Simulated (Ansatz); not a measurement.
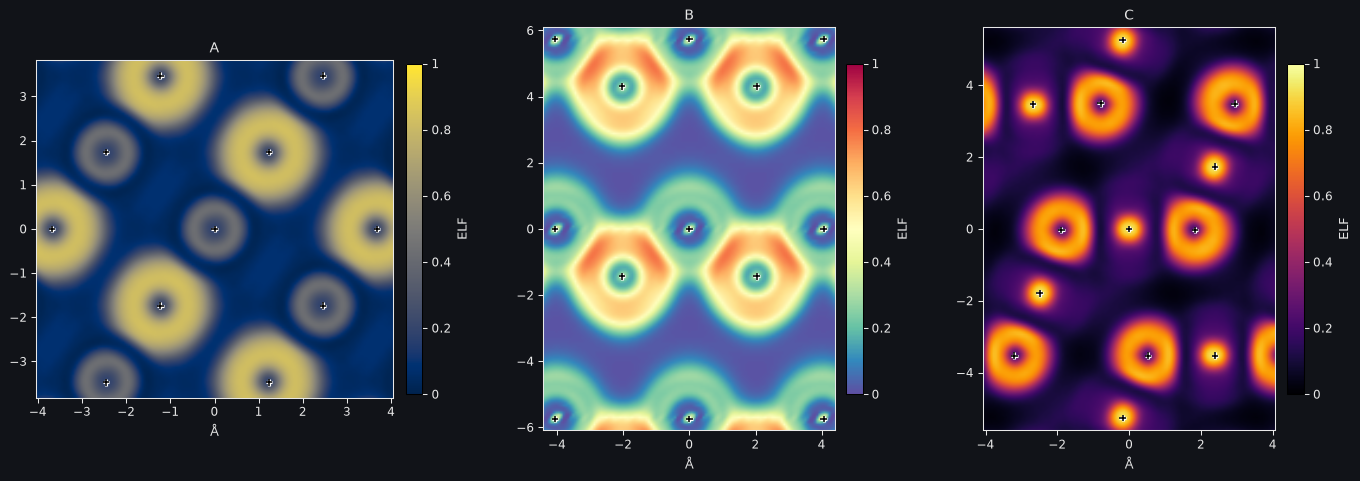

The ELF of 3 systems, each on a plane through atoms (crosses mark nuclei in the plane).

Level of theory: DFT PBE, scalar-relativistic, plane waves, PAW (Ansatz).

System 1: MgO, the (100) plane of the calculation cell. Space group Fm-3m.

```
Mg O
1.0
     4.25370   -4.25370   -4.25370
    -4.25370    4.25370   -4.25370
     4.25370    4.25370    4.25370
Mg O
16 16
Direct
  0.00000 0.25000 0.75000
  0.00000 0.00000 0.00000
  0.75000 0.50000 0.75000
  0.00000 0.75000 0.25000
  0.75000 0.25000 0.00000
  0.00000 0.50000 0.50000
  0.75000 0.00000 0.25000
  0.50000 0.75000 0.75000
  0.50000 0.50000 0.00000
  0.75000 0.75000 0.50000
  0.25000 0.00000 0.75000
  0.50000 0.25000 0.25000
  0.50000 0.00000 0.50000
  0.25000 0.75000 0.00000
  0.25000 0.50000 0.25000
  0.25000 0.25000 0.50000
  0.75000 0.25000 0.50000
  0.75000 0.00000 0.75000
  0.50000 0.50000 0.50000
  0.75000 0.75000 0.00000
  0.50000 0.25000 0.75000
  0.75000 0.50000 0.25000
  0.50000 0.00000 0.00000
  0.25000 0.75000 0.50000
  0.25000 0.50000 0.75000
  0.50000 0.75000 0.25000
  0.00000 0.00000 0.50000
  0.25000 0.25000 0.00000
  0.25000 0.00000 0.25000
  0.00000 0.75000 0.75000
  0.00000 0.50000 0.00000
  0.00000 0.25000 0.25000
```

System 2: GaAs, the (011̄) plane of the calculation cell. Space group F-43m.

```yaml
crystal:
  lattice:
    - [0.00000, 5.74538, -5.74538]
    - [5.74538, 5.74538, 0.00000]
    - [5.74538, 0.00000, -5.74538]
  atoms:
    - { symbol: Ga, position: [0.50000, 0.50000, 0.00000] }
    - { symbol: Ga, position: [0.50000, 0.00000, 0.00000] }
    - { symbol: Ga, position: [0.00000, 0.50000, 0.00000] }
    - { symbol: Ga, position: [0.00000, 0.00000, 0.00000] }
    - { symbol: Ga, position: [0.50000, 0.50000, 0.50000] }
    - { symbol: Ga, position: [0.50000, 0.00000, 0.50000] }
    - { symbol: Ga, position: [0.00000, 0.50000, 0.50000] }
    - { symbol: Ga, position: [0.00000, 0.00000, 0.50000] }
    - { symbol: As, position: [0.37500, 0.37500, 0.37500] }
    - { symbol: As, position: [0.37500, 0.87500, 0.37500] }
    - { symbol: As, position: [0.87500, 0.37500, 0.37500] }
    - { symbol: As, position: [0.87500, 0.87500, 0.37500] }
    - { symbol: As, position: [0.37500, 0.37500, 0.87500] }
    - { symbol: As, position: [0.37500, 0.87500, 0.87500] }
    - { symbol: As, position: [0.87500, 0.37500, 0.87500] }
    - { symbol: As, position: [0.87500, 0.87500, 0.87500] }
```

System 3: Cu$_{11}$O$_{6}$ (cell charge −1, with a compensating background) (cell with a defect), the (110) plane of the calculation cell. The program warned that a starting moment wasn't kept; spin-polarised, but the moments vanished.

> Which map belongs to which system?

Panel A is system 1, MgO: the plane holds Mg and O. Mg–O (2.13 Å): the ELF peaks at about 0.85 in the valence shell of O, 0.6 Å from its nucleus, and is about 0.35 at the midpoint: an ionic contact with no shared pair. Panel B is system 2, GaAs: the plane holds Ga and As. Ga–As (2.49 Å): the ELF peaks at about 0.80 between the atoms; a shared electron pair. Panel C is system 3, Cu$_{11}$O$_{6}$: the plane holds Cu and O. Cu–O (1.83 Å): the ELF peaks at about 0.85 in the valence shell of O, 0.6 Å from its nucleus, and is about 0.25 at the midpoint (no shared electron pair shows on this line).
